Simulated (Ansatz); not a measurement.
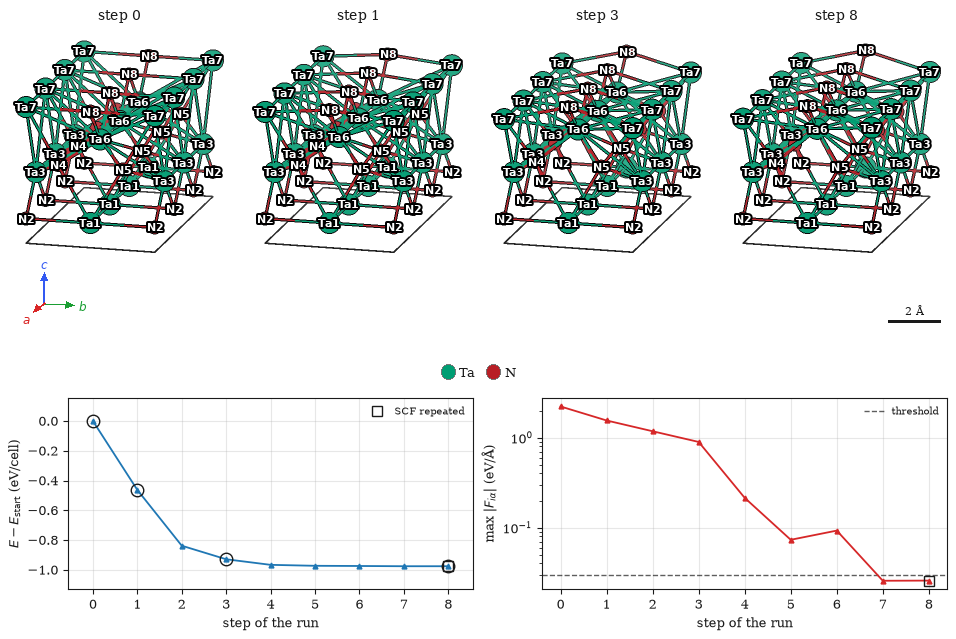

Frames of a constrained relaxation of a slab of composition TaN (cut from the P6/mmm phase), marked on the history of the run. The picture is a ball-and-stick view of the 3 × 1 repeat of the cell, outlined in the plane, without the vacuum, seen slightly off an axis.

Case: clean slab, lower half held. The slab is the (1 0 0) face of TaN. 3 atoms are held fixed.

Method: Ansatz, DFT PBEsol, scalar-relativistic, plane waves, PAW. (plane-wave cutoff 420 eV; k-point mesh 10 × 6 × 1; occupations gaussian; smearing width 0.1 eV; no spin polarisation; dipole correction; atoms relaxed in a fixed cell; force threshold 0.03 eV/Å; at most 70 steps)

Describe the path.

The energy falls by 0.976 eV per cell of the calculation in 7 accepted moves (8 points after the start). The largest force component goes from 2.2 to 0.026 eV/Å. 1 step only repeated the SCF at the same geometry. Ta7 moves most: 0.47 Å along the normal (−c). Largest moves by element: Ta 0.47 Å, N 0.22 Å. The cell doesn't change. Some distances before and after: N4–Ta7 2.603 → 2.149 Å, Ta3–Ta7 3.337 → 2.921 Å, Ta1–Ta6 3.337 → 3.728 Å, Ta6–Ta7 3.337 → 3.041 Å. Bond angles that change, for instance: Ta7–N8–Ta7 180.0° → 150.2°, Ta6–N8–Ta7 90.0° → 80.2°, Ta1–N4–Ta7 180.0° → 171.3°. From step 0 to 1: Ta7 moves most (0.20 Å), energy −0.463 eV per cell of the calculation. From step 1 to 3: Ta6 moves most (0.31 Å), energy −0.466 eV per cell of the calculation. From step 3 to 8: N atoms move most (0.05 Å), energy −46.8 meV per cell of the calculation.

| step | E − E(0), meV/atom | largest force component, eV/Å | note |
| --- | --- | --- | --- |
| 0 | 0.00 | 2.2273 |  |
| 1 | -57.86 | 1.5555 |  |
| 2 | -104.72 | 1.1803 |  |
| 3 | -116.10 | 0.8976 |  |
| 4 | -120.79 | 0.2143 |  |
| 5 | -121.58 | 0.0732 |  |
| 6 | -121.75 | 0.0926 |  |
| 7 | -121.95 | 0.0256 |  |
| 8 | -121.95 | 0.0257 | same geometry, SCF repeated |
